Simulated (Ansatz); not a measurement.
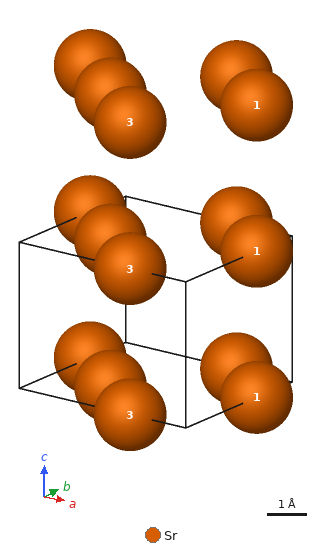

The starting point is a symmetric starting cell of Sr. The picture is a spheres-only view of the cell of the calculation, repeated 1 × 1 × 2 with one cell outlined, seen slightly off an axis.

Computed with Ansatz, DFT PBEsol, scalar-relativistic, plane waves, PAW. Set-up: plane-wave cutoff 420 eV; k-point mesh 9 × 9 × 12; occupations gaussian; smearing width 0.1 eV; no spin polarisation.

Now this is done to it. The cell is strained by +0.8 % along c and +3.8 % across it (volume +8.7 %) and atoms are displaced by 0.03 Å relative to the cell: Sr2 0.03 Å along [3 1 0]. No relaxation follows. The starting cell wasn't computed here and needn't be at equilibrium, so pressure and forces aren't due to the change alone.

Input
```yaml
crystal:
  lattice:
    - [7.3371437234, 0.0, 0.0]
    - [-3.6685718617, 6.3541528556, 0.0]
    - [0.0, 0.0, 3.8486159862]
  atoms:
    - { symbol: Sr, position: [-0.0032317053, 0.6609747689, 0.0] }
    - { symbol: Sr, position: [0.3390252311, 0.3357935258, 0.0] }
    - { symbol: Sr, position: [0.6642064742, 0.0032317053, 0.0] }
basis:
  ecutwfc: 420
kpoints:
  mp_grid: { grid: [9, 9, 12] }
hamiltonian:
  xc: pbesol
scf:
  occupations: { method: gaussian, width: 0.1 }
output:
  forces: true
  stress: true
  eigenvalues: true
```

### What is the effect?

The pressure is −1.1 GPa (not all of it need come from the change, since the unchanged cell can be under pressure at this level too). The principal stresses (compression positive) are −0.2 GPa along c and −1.6 GPa across it. The largest forces, 0.058 eV/Å, act on Sr1, Sr2 and Sr3; on Sr2 it points along [−3 −1 0]. The forces point straight back along the displacements (cosine −1.00). Some distances before and after: Sr–Sr 4.090 → 4.288 Å, Sr–Sr 4.074 → 4.179 to 4.241 Å, Sr–Sr 3.817 → 3.849 Å. The space group (tolerance 0.01 Å) goes from P-62m (No. 189) to P-6 (No. 174).

Drawn alike, the variant:

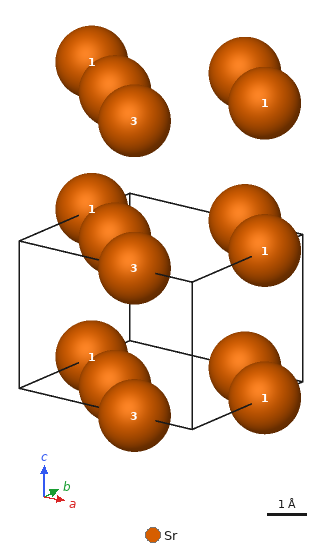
